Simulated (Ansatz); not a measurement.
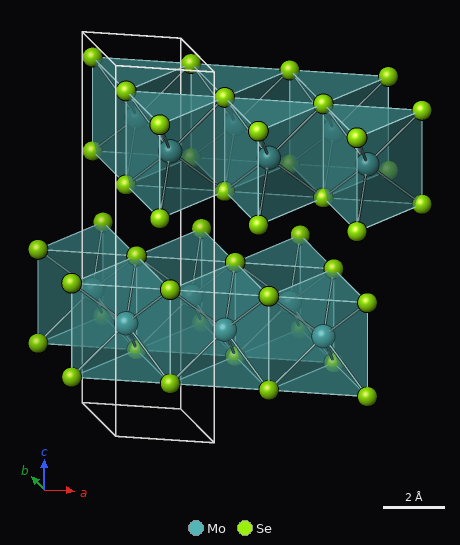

The starting point is solid MoSe$_{2}$ (built on the measured structure type). The picture is a polyhedral view of the cell of the calculation, repeated 3 × 2 × 1 with one cell outlined, seen from a free direction.

All numbers below come from DFT, PBE, plane waves, PAW (Ansatz 0.2.0). Settings: plane-wave cutoff 420 eV; k-point mesh 12 × 12 × 2; occupations fermi dirac; smearing width 0.02 eV; no spin polarisation.

The variant: The cell is strained by +1.3 % along c and −2.7 % across it (volume −4.0 %) and the Se atoms are displaced by 0.01 Å relative to the cell: Se6 0.01 Å along +c. No relaxation follows.

Input file:
```yaml
crystal:
  lattice:
    - [3.216428929, 0.0, 0.0]
    - [-1.6082144645, 2.785509162, 0.0]
    - [0.0, 0.0, 13.2694730691]
  atoms:
    - { symbol: Mo, position: [0.3333333333, 0.6666666667, 0.25] }
    - { symbol: Mo, position: [0.6666666667, 0.3333333333, 0.75] }
    - { symbol: Se, position: [0.3333333333, 0.6666666667, 0.622725962] }
    - { symbol: Se, position: [0.6666666667, 0.3333333333, 0.122725962] }
    - { symbol: Se, position: [0.3333333333, 0.6666666667, 0.877274038] }
    - { symbol: Se, position: [0.6666666667, 0.3333333333, 0.377274038] }
kpoints:
  mp_grid: { grid: [12, 12, 2] }
  band_path:
    path:
      - [0.0, 0.0, 0.0]
      - [0.5, 0.0, 0.0]
      - [0.3333333333, 0.3333333333, 0.0]
      - [0.0, 0.0, 0.5]
      - [0.5, 0.0, 0.5]
      - [0.3333333333, 0.3333333333, 0.5]
      - [0.182292, 0.184896, 0.0]
    npoints: 1
hamiltonian:
  xc: pbe
scf:
  occupations: { method: fermi_dirac, width: 0.02 }
  n_extra_bands: 5
output:
  forces: true
  stress: true
  eigenvalues: true
```

Command:
```bash
ansatz run input.yaml --threads 4 --pin off --max-ram 5529MiB --backend cpu --events-out ev --progress --plain --runs-dir out
```

Q: What does the calculation give for the changed structure?

A: Among the bonded contacts that change: Mo–Se 2.528 → 2.510 Å. The space group stays P6_3/mmc (No. 194). It costs 27.9 meV per atom. The pressure goes from 2.6 to 7.0 GPa. The principal stresses (compression positive) are 4.0 GPa along c and 8.5 GPa across it. The largest forces, 0.22 eV/Å, act on Se3, Se4, Se5 and Se6; on Se3 it points along −c.

The changed structure in the same view:

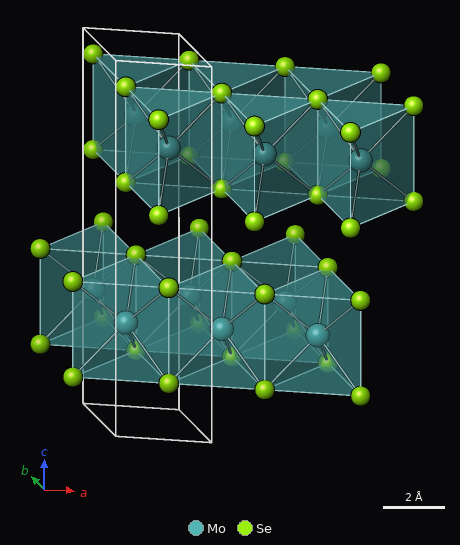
